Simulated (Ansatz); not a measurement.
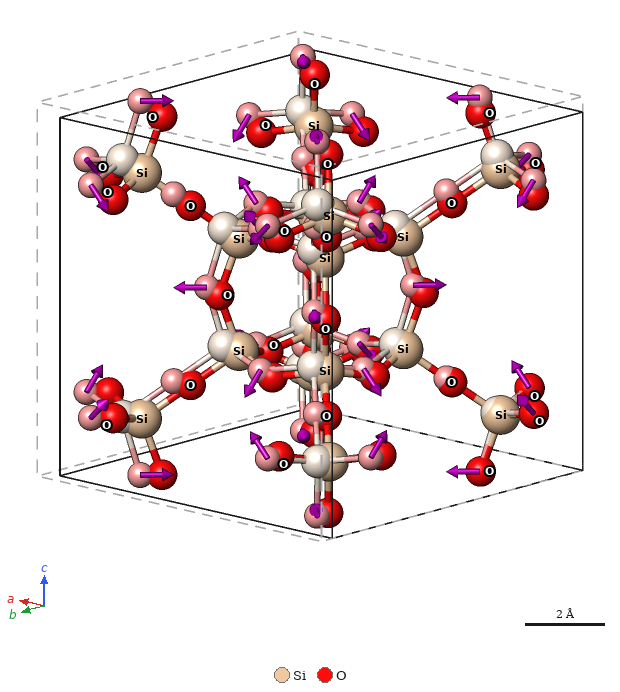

A crystal of SiO$_{2}$ (set up in Im-3m), drawn pale, and a changed version of it, drawn solid. The purple arrows show how the atoms are displaced (without the part that the change of the cell carries along), magnified 10 times. The picture is a ball-and-stick view of the conventional cell (2 times the calculation's cell), seen from a free direction. Lengths and directions refer to the drawn axes.

All numbers below come from Ansatz 0.2.0, DFT r2SCAN, scalar-relativistic, plane waves, PAW. Set-up: plane-wave cutoff 500 eV; k-point mesh 4 × 4 × 4; occupations gaussian; smearing width 0.02 eV; no spin polarisation.

Q: What was done to the structure, and with what result?

A: The volume is changed by −12.0 %. The atoms are relaxed in that cell. Energy change: +111 meV per atom. Pressure: 0.0 GPa before, 16.0 GPa after. The volume changes by −12.0 %, with a = b = c 9.885 → 9.472 Å (−4.2 %). The largest moves relative to the cell, 0.087 Å, are those of O atoms. Largest moves by element: O 0.087 Å, Si 0.003 Å. Near-neighbour distances before and after: O–Si 1.595 → 1.525 Å, O–Si 1.614 → 1.574 Å. The space group stays Im-3m (No. 229).
